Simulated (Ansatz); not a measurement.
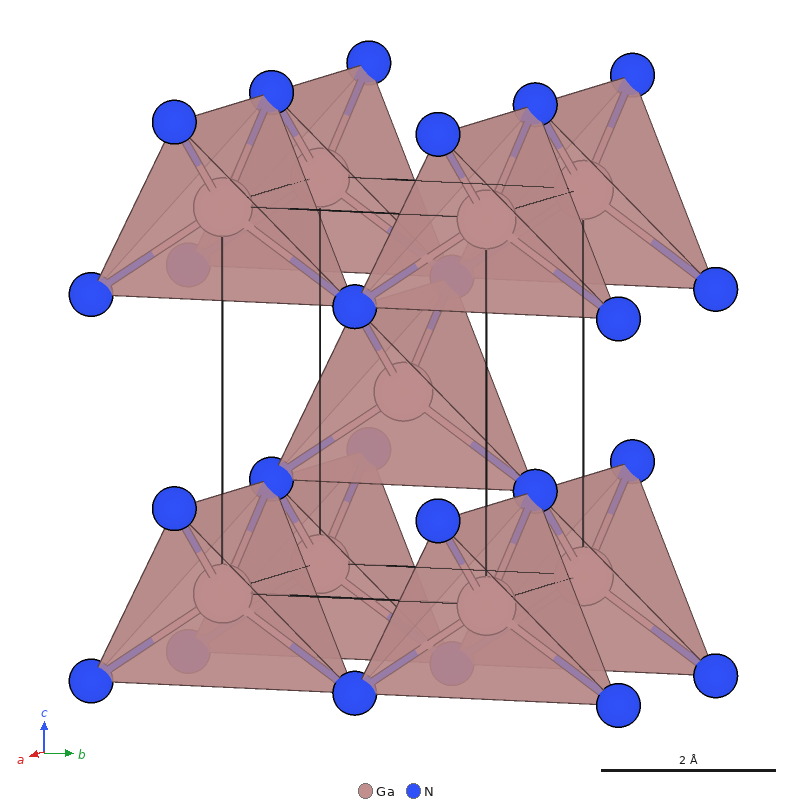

The crystal in a polyhedral representation, seen slightly off an axis. The edges of the conventional unit cell are marked. A few atoms beyond the faces are included.

GaN, space group Imm2 (No. 44), a = 3.090 Å, b = 3.271 Å, c = 4.498 Å, α = 90.00°, β = 90.00°, γ = 90.00°. The structure was taken from a structure type filled with these elements by a generator (whether the compound takes this form wasn't checked). The cell was then strained or its atoms displaced on purpose. A calculation with Ansatz used it as input.

This one geometry was computed with Ansatz (DFT, plane waves, PAW) at three levels of theory: r2SCAN, PBE and HSE06. It was relaxed with r2SCAN and then strained.

> Which level gives the highest pressure at this volume, and what does that say about its equilibrium volume?

Highest: PBE (6.4 GPa), which points to the largest equilibrium volume. Lowest, with the smallest volume: r2SCAN (0.2 GPa) and HSE06 (0.2 GPa). Levels within 0.5 GPa of each other can't be told apart.

> How does the band gap change with the level of theory?

PBE: a gap of 1.50 eV, direct; r2SCAN: a gap of 1.91 eV, direct; HSE06: a gap of 2.75 eV, direct.

> Collect the results in a table.

| level | cutoff (eV) | k-mesh of the run's cell | gap (eV) | pressure (GPa) |
| --- | --- | --- | --- | --- |
| r2SCAN | 500 | 10×10×10 | 1.91 | 0.2 |
| PBE | 420 | 10×10×10 | 1.50 | 6.4 |
| HSE06 | 420 | 6×6×6 | 2.75 | 0.2 |

Gaps are taken on the k-mesh or band path of each run.
